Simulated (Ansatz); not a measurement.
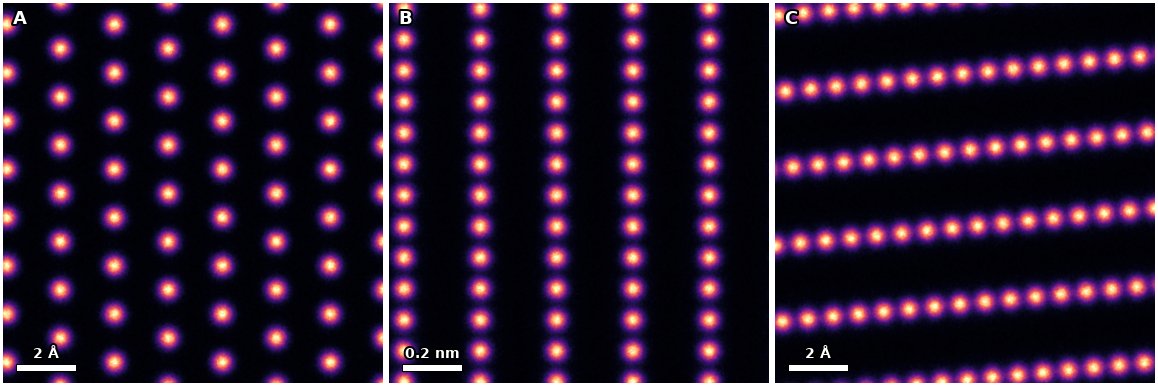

Three views of Sc (Im-3m, No. 229) along different zone axes. Simulated incoherent Z contrast: every atom adds Z^1.7 spread by a probe of 0.50 Å full width; channelling and multiple scattering are left out. The probe carries 15 % of its weight in a tail 2.5 times as wide. Shot noise was added. Atomic positions: the geometry given to an electronic-structure calculation, possibly off equilibrium; the starting structure was generated, so it need not be a known form of this composition.

```xyz
2
Lattice="3.6915 0.0000 0.0000 0.0000 3.6915 0.0000 0.0000 0.0000 3.6915" Properties=species:S:1:pos:R:3 pbc="T T T"
Sc    0.0000    0.0000    0.0000
Sc    1.8457    1.8457    1.8457
```

> Match the panels to the zone axes [210], [211] and [221].

A is [210]: projected cell 1.65 × 2.02 Å, 114°, plane group c2mm. B is [211]: projected cell 1.07 × 2.61 Å, 90°, plane group p2mm. C is [221]: projected cell 0.87 × 2.61 Å, 90°, plane group p2mm.
